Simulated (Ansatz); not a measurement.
# A series of single points on Be

System: Be (P6₃/mmc, 2 atoms in the cell).
Method: DFT PBEsol, scalar-relativistic, plane waves, PAW, no spin polarisation (Ansatz 0.2.0).

The 5 runs differ only in the geometry, by a strain of the cell at fixed fractional positions. Against run 3, the strain is εxx = η and εyy = η. The structure derives from an entry of the Crystallography Open Database.

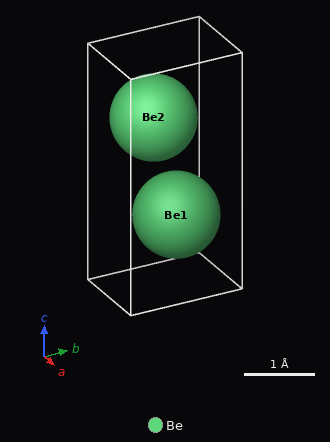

Figure 1. The structure of run 3 (spheres-only view of the cell of the calculation, seen slightly off an axis; atoms are numbered from 1 in the order of the input). An atom can appear more than once, as a periodic image.

**Input of run 3**
```yaml
crystal:
  lattice:
    - [2.2995019849, 0.0, 0.0]
    - [-1.1497509925, 1.991427135, 0.0]
    - [0.0, 0.0, 3.5108775]
  atoms:
    - { symbol: Be, position: [0.3333333333, 0.6666666667, 0.25] }
    - { symbol: Be, position: [0.6666666667, 0.3333333333, 0.75] }
basis:
  ecutwfc: 420
kpoints:
  mp_grid: { grid: [24, 24, 14] }
hamiltonian:
  xc: pbesol
scf:
  occupations: { method: gaussian, width: 0.15 }
output:
  forces: true
  stress: true
  eigenvalues: true
```

Command:
```bash
ansatz run input.yaml --threads 1 --pin off --max-ram 2560MiB --backend cpu --events-out ev --progress --plain --runs-dir out
```

Lattice vectors (Å) and fractional positions of run 3:
```
   2.299502    0.000000    0.000000
  -1.149751    1.991427    0.000000
   0.000000    0.000000    3.510877
Be  0.333333  0.666667  0.250000
Be  0.666667  0.333333  0.750000
```

Run 4 differs from it as follows:
```diff
-    - [2.2995019849, 0.0, 0.0]
-    - [-1.1497509925, 1.991427135, 0.0]
+    - [2.3569895345, 0.0, 0.0]
+    - [-1.1784947673, 2.0412128133, 0.0]
```

**Results, with one run withheld**

```csv
run,strain parameter η (%),"free energy per atom, from the lowest run given (meV)",pressure (GPa)
1,−5.0000,18.30,10.71
2,−2.5000,0.00,3.35
3,0.0000,4.56,−2.56
4,2.5000,?,?
5,5.0000,66.06,−11.13
```

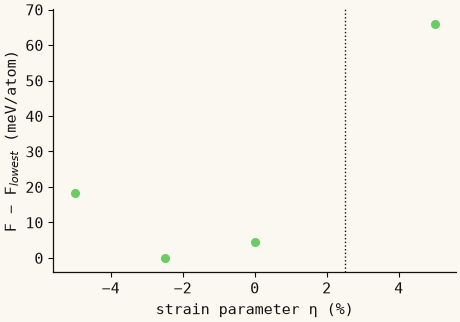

Figure 2. Free energy per atom of the runs given; the dotted line marks run 4.

Fit the runs given and predict run 4.

A quadratic polynomial in the coordinate, fitted to the 4 runs given, misses them by at most 1.18 meV per atom. With x = η + 0.6250, it reads F = 1.2539 + 2.9171 x + 1.5343 x² (meV per atom). At run 4 it gives 25.35 meV per atom, and the run itself gives 27.60. The fit has its minimum at η = −1.5756 %. The fit misses that run by 2.25 meV per atom.

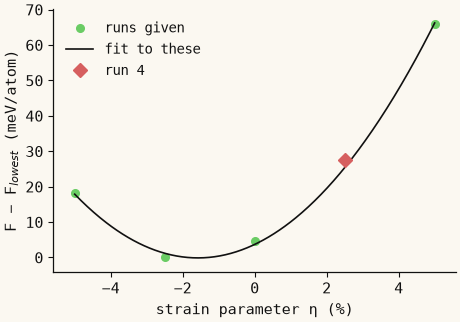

Figure 3. The fit and the withheld run.

**Output, shortened to warnings, some set-up lines, iterations and results (run 4)**
```
Basis set: ecut = 420 eV, 311 PW (Γ), exchange–correlation on 32×32×48 points (8 copies of the dense FFT grid, shifted against one another)
Symmetry: 24 space group operations
k-points: 488 of 8064
Initial density: superposition of atomic densities (neutral atoms: chi_scale 0, normalization atom), corrected by the library's trained network
[...]
SCF iter   1: F=—  HF=-180.639963 eV  |F-HF|=—  |Δ(HF+E_count)|=         —  Δρ=9.56e-4  dr2=1.10e-4  ethr=1.77e-3  ⟨swp⟩=5.4  Hψ=24901  notcnv=0
SCF iter   2: F=—  HF=-180.639946 eV  |F-HF|=—  |Δ(HF+E_count)|=   1.67e-5  Δρ=5.79e-4  dr2=4.20e-5  ethr=2.75e-6  ⟨swp⟩=1.4  Hψ=7047  notcnv=0
SCF iter   3: F=—  HF=-180.639980 eV  |F-HF|=—  |Δ(HF+E_count)|=   3.34e-5  Δρ=2.22e-5  dr2=4.28e-8  ethr=1.05e-6  ⟨swp⟩=1.8  Hψ=3606  notcnv=0
SCF iter   4: F=-180.639979 eV  HF=-180.639979 eV  |F-HF|=6.49e-10  |Δ(HF+E_count)|=   1.92e-7  Δρ=1.87e-6  dr2=4.55e-10  ethr=1.07e-9  ⟨swp⟩=2.0  Hψ=3770  notcnv=0
SCF iter   5: F=-180.639979 eV  HF=-180.639979 eV  |F-HF|=4.83e-13  |Δ(HF+E_count)|=  6.11e-10  Δρ=1.36e-7  dr2=1.07e-12  ethr=1.14e-11  ⟨swp⟩=1.1  Hψ=2998  notcnv=0
SCF iter   6: F=-180.639979 eV  HF=-180.639979 eV  |F-HF|=2.84e-14  |Δ(HF+E_count)|=  6.82e-13  Δρ=1.09e-8  dr2=1.39e-14  ethr=1.00e-12  ⟨swp⟩=1.0  Hψ=7356  notcnv=0
SCF 1 converged in 6 iterations: F = -180.639979 eV  dr2 = 1.39e-14
SCF converged after 6 iterations
Free energy (F): -180.639979 eV
Harris-Foulkes:  -180.639979 eV  (|F-HF|=2.84e-14)
Internal energy: -180.638323 eV  (E = F + TS)
E sigma→0 (E₀):  -180.639151 eV
Entropy (-TS):   -0.001656 eV (-0.828 meV/atom)
Fermi energy:    7.374822 eV
--- Per-component energies (eV) ---
  E_band       = 10.538986
  E_kinetic    = 40.450338
  E_local      = 4.940490  (includes V_loc(G=0)·N_el)
  E_nonlocal   = 8.627039
  E_hartree    = 0.095902
  E_xc         = -38.807759
  E_vxc        = -41.036389  (∫ρ·V_xc dr)
  E_paw        = -114.365548  (= ΣΔE_a)
  E_vpaw       = -2.634295  (= ΣTr[D̂ρ^β])
  E_aug_tail   = -0.000001  (compensation charges beyond the density's cutoff)
  E_ewald      = -81.597847
  E_core_change = 0.019063  (= ΣΔE_core)
  E_smearing   = -0.001656  (= −TS)
  E_closure    = -0.000000  (closes the sum)
  Σ components = -180.639979   (vs F -180.639979, Δ=0.00e0)
--- Forces (eV/Å), atoms counted from 1 ---
  atom   1  Be     0.00000000    -0.00000000     0.00000000
  atom   2  Be    -0.00000000     0.00000000     0.00000000
  max |Σ_I F_I| component: 3.70e-17 eV/Å
--- Stress (GPa, compression-positive) ---
      -12.117418      -0.000000       0.000000
       -0.000000     -12.117418       0.000000
        0.000000       0.000000       2.294346
  P = ⅓ Tr σ = -7.3135 GPa (-73.135 kbar)
```
